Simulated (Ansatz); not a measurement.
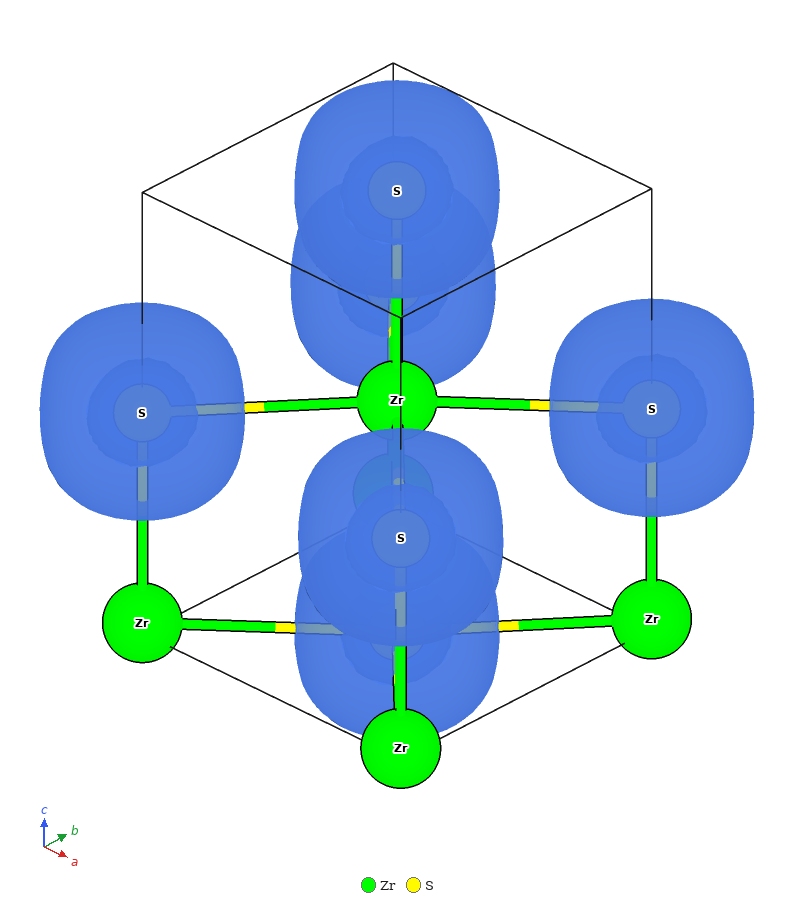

*ZrS. Isosurface of the ELF at 0.7 (blue), seen at an oblique angle. Core shells and regions of very low density are left out. Sticks mark near contacts.*

Space group I4mm; changed on purpose from its base cell (all Zr atoms moved +0.125 Å, as atom 1 towards its neighbour atom 2 (S) at 2.625 A); not relaxed (largest force 0.6 eV/Å); computed pressure about −6 GPa in this cell.

Theory: DFT PBEsol, scalar-relativistic, plane waves, PAW in Ansatz.

Core electrons are frozen (PAW), and the valence fields are smoothed inside the atomic spheres.

Where are the electrons localised?

Answer. At this value the surface marks out two regions wrapped around S (the valence shell of each), counted in one cell of 4 atoms. Any copies at cell faces, edges or corners count once. Profiles from the grid: Zr–S (2.50 Å): the ELF peaks at about 0.85 in the valence shell of S, 0.8 Å from its nucleus, and is about 0.30 at the midpoint; no localised pair shows between them. Zr–S (2.63 Å): the ELF peaks at about 0.85 in the valence shell of S, 0.8 Å from its nucleus, and is about 0.25 at the midpoint (no shared electron pair shows on this line).

Does the calculation give a band gap?

Answer. It is metallic or semimetallic at this level of theory: no gap opens.
